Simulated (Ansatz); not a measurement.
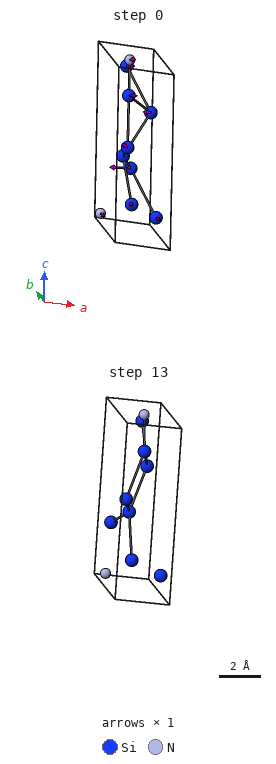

The structure of solid Si4N (a generated structure, set up in P1) (coarse preliminary run) before (top) and after (bottom) a relaxation, at one scale. The purple arrows give the displacements (the part carried along by the change of the cell is left out), at their true length.

A ball-and-stick model of the cell of the calculation, seen slightly off an axis.

Computed with DFT PBE, scalar-relativistic, plane waves, PAW in Ansatz 0.2.0. Set-up: plane-wave cutoff 420 eV; k-point mesh 6 × 4 × 2; occupations gaussian; smearing width 0.1 eV; no spin polarisation; cell and atoms relaxed; force threshold 0.04 eV/Å; at most 70 steps.

> Describe what moved and what it gained.

The energy falls by 94.4 meV per atom in 11 accepted moves (13 points after the start). Largest force component: 0.53 eV/Å at the start, 0.027 eV/Å at the end. Pressure: 0.90 GPa at the start and 0.20 GPa at the end. The line search rejected the trial step at point 9 of the run. At 1 point the geometry stayed and the basis and grid were re-selected for the new cell (energy shift of 2.2 meV per atom at most each time). The atom that moves furthest relative to the cell is a Si atom (1.10 Å roughly along −a). By element the largest moves are Si 1.10 Å, N 0.37 Å. Cell: a 2.757 → 2.707 Å (−1.8 %), b 5.388 → 5.757 Å (+6.8 %), c 9.238 → 9.343 Å (+1.1 %), α 96.3° → 98.3°, β 97.4° → 92.5°, γ 100.1° → 99.7°. Volume +6.8 %. Some distances before and after: Si–Si 4.092 → 3.063 Å, Si–Si 2.749 → 3.600 Å, Si–Si 2.516 → 3.345 Å, Si–Si 2.648 → 3.473 Å. Among the angles between lasting bonds that change: Si–Si–Si 118.0° → 158.2°, Si–Si–N 156.1° → 121.5°, Si–Si–Si 121.5° → 152.8°. The space group stays P1 (No. 1).

Limits of the set-up: the k-point mesh is coarse for a cell with partly filled bands.
